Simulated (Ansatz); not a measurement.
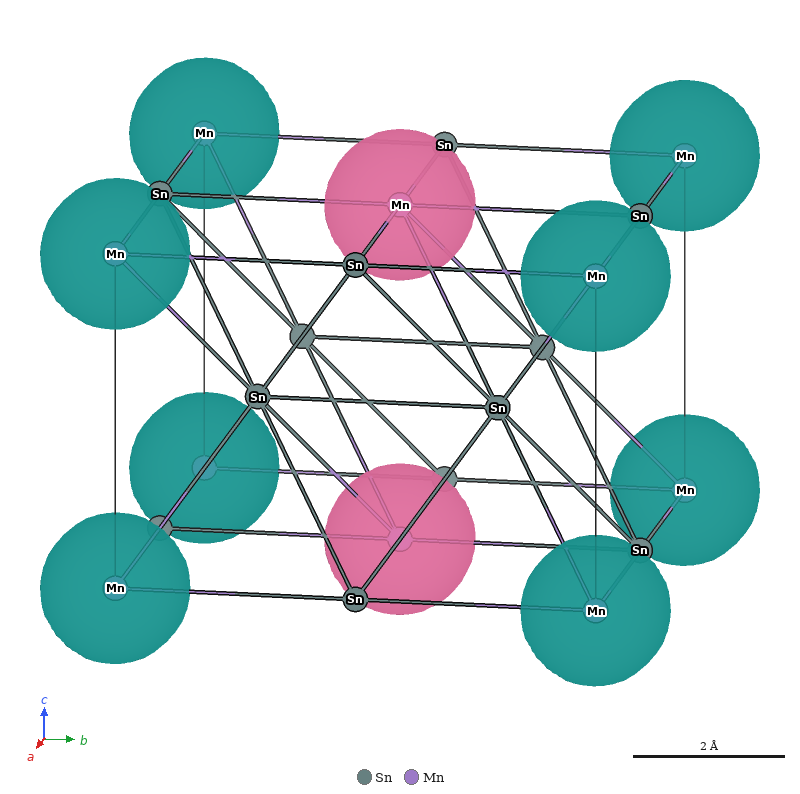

The picture shows: MnSn₃. Isosurfaces of the magnetisation density (up minus down) at +0.15 (teal) and −0.15 e/Å³ (pink), seen slightly off an axis. Sticks mark near contacts.

Space group Pm-3m; started from the Cu3Au (L1_2) prototype, which need not be the ambient phase; spin-polarised.

Method: DFT PBE, scalar-relativistic, plane waves, PAW in Ansatz.

Q: Which atoms carry the moments, and with what signs?

A: The spin density sits on Mn: +4.2 μB and −4.2 μB in one cell of 8 atoms: antiferromagnetic in this solution, which needn't be the ground state, with some nearest magnetic neighbours parallel and some opposed. The cell of the calculation (8 atoms) carries 0.0 μB of net spin moment.
